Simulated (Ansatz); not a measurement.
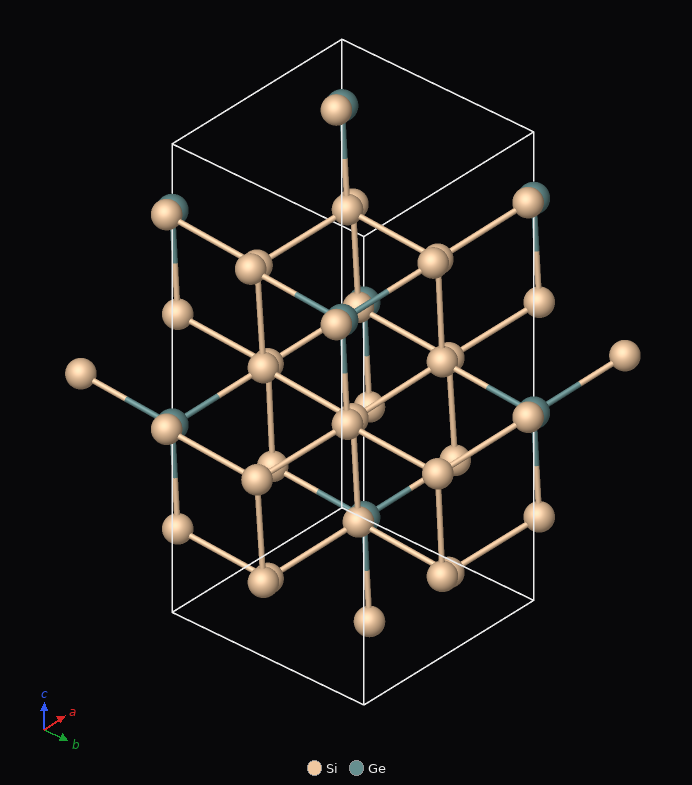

A ball-and-stick rendering, viewed from a general direction. The simulation cell is outlined; an atom on or near a face, edge or corner is repeated at each equivalent position. A few atoms beyond the faces are included.

The input:
```yaml
crystal:
  lattice:
    - [0.0, -5.4679684317, 0.0]
    - [0.0, 0.0, -5.4679684317]
    - [11.9359368634, 0.0, 0.0]
  atoms:
    - { symbol: Si, position: [0.7475692418, 0.7475692418, 0.0578275345] }
    - { symbol: Si, position: [0.7475692418, 0.7475692418, 0.5159372325] }
    - { symbol: Si, position: [0.5, 0.5, 0.8584059521] }
    - { symbol: Si, position: [0.5, 0.5, 0.4002962541] }
    - { symbol: Si, position: [0.5, 0.0, 0.1712414051] }
    - { symbol: Si, position: [0.5, 0.0, 0.6293511031] }
    - { symbol: Si, position: [0.0, 0.5, 0.1712414051] }
    - { symbol: Si, position: [0.0, 0.5, 0.6293511031] }
    - { symbol: Si, position: [0.7475692418, 0.2524307582, 0.2846552757] }
    - { symbol: Si, position: [0.7475692418, 0.2524307582, 0.7427649737] }
    - { symbol: Si, position: [0.2524307582, 0.7475692418, 0.2846552757] }
    - { symbol: Si, position: [0.2524307582, 0.7475692418, 0.7427649737] }
    - { symbol: Si, position: [0.2524307582, 0.2524307582, 0.0578275345] }
    - { symbol: Si, position: [0.2524307582, 0.2524307582, 0.5159372325] }
    - { symbol: Ge, position: [0.0, 0.0, 0.8584059521] }
    - { symbol: Ge, position: [0.0, 0.0, 0.4002962541] }
basis:
  ecutwfc: 500
kpoints:
  mp_grid: { grid: [6, 6, 3] }
hamiltonian:
  xc: r2scan
scf:
  occupations: { method: gaussian, width: 0.05 }
output:
  forces: true
  stress: true
  eigenvalues: true
  write_density: true
  write_potential: true
  elf: true
  volumetric_format: npy
```
Run as:
```sh
ansatz run input.yaml --threads 2 --pin off --max-ram 5120MiB --backend cpu --events-out ev --progress --plain --runs-dir out
```

The calculation used DFT r2SCAN, scalar-relativistic, plane waves, PAW in Ansatz 0.2.0, with E_cut = 500 eV, Brillouin-zone sampling on a 6×6×3 mesh, Gaussian smearing of 0.05 eV, no spin polarisation.

What is the band gap, if any?

Answer. A metal: bands cross the Fermi level.

Which way would the volume go on relaxing?

Answer. The computed pressure is -3.2 GPa (stretched: it would shrink). The stress isn't hydrostatic: its largest component is 5.9 GPa.

The cell started as a structure listed in the Materials Project. The cell was then strained or its atoms displaced on purpose. Ansatz was used for an electronic-structure calculation on it.

At this level of theory the run's own cell isn't at rest (forces up to 1.9 eV/Å), so its distances can differ from those at equilibrium, the more so the softer the solid.
